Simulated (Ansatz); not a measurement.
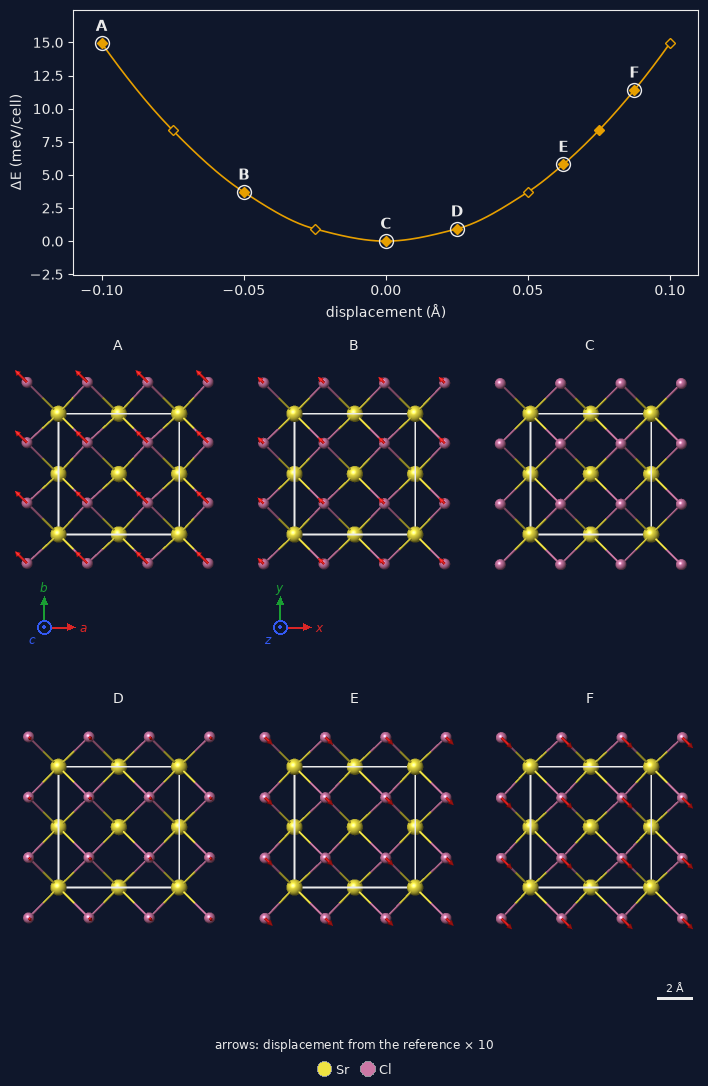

A scan of solid SrCl₂ (Fm-3m): the whole Cl sublattice is shifted rigidly, along Cartesian [1 -1 0], all else fixed. The lettered frames are marked on the plot. Hollow markers are points alike by symmetry, not computed again. A ball-and-stick model of the conventional cell (4 times the calculation's cell), seen along the c axis. Red arrows: displacements from the reference. Lengths and directions refer to the drawn axes.

All numbers below come from DFT r2SCAN, scalar-relativistic, plane waves, PAW (Ansatz 0.2.0). Settings: plane-wave cutoff 500 eV; k-point mesh 6 × 6 × 6; occupations gaussian; smearing width 0.05 eV; no spin polarisation. Energies (free energies at the smearing named) are counted from the cell as listed in its source, which wasn't relaxed.

Describe the profile.

Answer. The lowest computed point lies at the displacement 0.00 Å (0.0 meV/cell). At the ends of the scan the energy is 14.9 meV/cell (−0.10 Å) and 14.9 meV/cell (0.10 Å). The curvature at zero is about 3 eV/Å² per cell. The well is symmetric. At the highest point the shortest interatomic distance is 2.94 Å, against 3.02 Å in the reference. The distortion takes the space group from Fm-3m to Imm2.

The computed points:

```tsv
displacement (Å)	ΔE (meV/cell)
−0.1000	14.9
−0.0750	8.4
−0.0500	3.7
−0.0250	0.9
0.0000	0.0
0.0250	0.9
0.0500	3.7
0.0625	5.8
0.0750	8.4
0.0875	11.4
0.1000	14.9
```

Points that are alike by symmetry were computed once.
